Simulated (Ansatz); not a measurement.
**TaSi₂: density, localisation and related maps**

The calculation's input:

```
crystal:
  lattice:
    - [4.4753308271, 0.0, 0.0]
    - [-2.2376654136, 4.1231384964, 0.0]
    - [0.0, 0.0, 6.5561430355]
  atoms:
    - { symbol: Ta, position: [0.5, 0.0, 0.0] }
    - { symbol: Ta, position: [0.5, 0.5, 0.6666666667] }
    - { symbol: Ta, position: [0.0, 0.5, 0.3333333333] }
    - { symbol: Si, position: [0.1592827538, 0.3185655076, 0.0] }
    - { symbol: Si, position: [0.8407172462, 0.1592827538, 0.6666666667] }
    - { symbol: Si, position: [0.6814344924, 0.8407172462, 0.3333333333] }
    - { symbol: Si, position: [0.8407172462, 0.6814344924, 0.0] }
    - { symbol: Si, position: [0.1592827538, 0.8407172462, 0.6666666667] }
    - { symbol: Si, position: [0.3185655076, 0.1592827538, 0.3333333333] }
basis:
  ecutwfc: 420
kpoints:
  mp_grid: { grid: [12, 12, 6] }
hamiltonian:
  xc: pbesol
scf:
  occupations: { method: gaussian, width: 0.15 }
output:
  forces: true
  stress: true
  eigenvalues: true
  write_density: true
  write_potential: true
  elf: true
  volumetric_format: npy
```

Launched as:

```sh
ansatz run input.yaml --threads 2 --pin off --max-ram 5120MiB --backend cpu --events-out ev --progress --plain --runs-dir out
```

Below, planes, directions and counts refer to the conventional cell (a = 4.48 Å, b = 8.25 Å, c = 6.56 Å, α = 90.00°, β = 90.00°, γ = 90.00°).

Space group C222; changed on purpose from its base cell (strain -0.0600 x Voigt [1, 0, 0, 0, 0, 0], atoms carried along); not relaxed (largest force 0.3 eV/Å); computed pressure about 14 GPa in this cell; computed without spin polarisation.

The calculation used DFT PBEsol, scalar-relativistic, plane waves, PAW (Ansatz).

The density is the valence pseudo-density of a PAW calculation; it isn't the true density close to the nuclei.

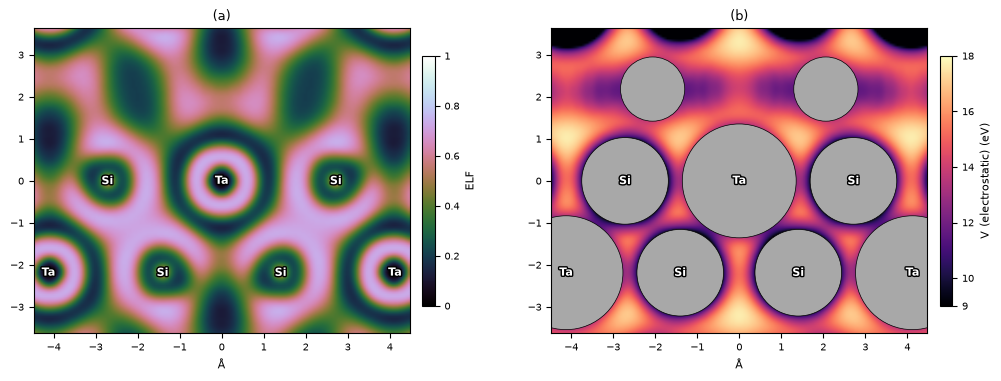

Figure 1. (a) ELF; (b) electrostatic potential (local pseudopotential plus Hartree) felt by an electron on the (100) plane of the conventional cell. Grey discs cover the atomic cores in the potential map.

Q: What do the fields say about this system?

A: The plane passes through Ta and Si nuclei. Si–Si (2.55 Å): the ELF peaks at about 0.70 between the atoms. The features right at Ta lie inside the PAW spheres, where the map follows smoothed inner orbitals and isn't to be read closely. Outside the cores the potential energy rises away from the atoms and is highest about 1.7 Å from the nearest atoms; its zero is arbitrary.

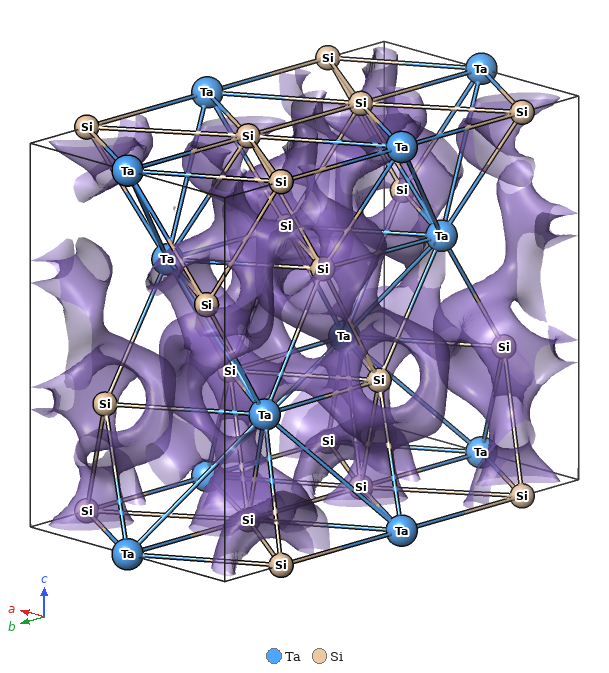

Figure 2. Isosurface of the electron localisation function at 0.65 (purple), seen at an oblique angle. Core shells and regions of very low density are left out. Sticks mark near contacts.

Q: Describe the localisation domains.

A: The surface consists of channels that run through the cell in one direction, counted in one cell of 18 atoms. Any copies at cell faces, edges or corners count once. Profiles from the grid: Si–Si (2.51 Å): the ELF peaks at about 0.70 between the atoms. Ta–Si (2.56 Å): the ELF peaks at about 0.70 in the valence shell of Si, 0.9 Å from its nucleus, and is about 0.40 at the midpoint.

Q: Metal or insulator at this level of theory?

A: It is gapless in this calculation (a metal or semimetal).
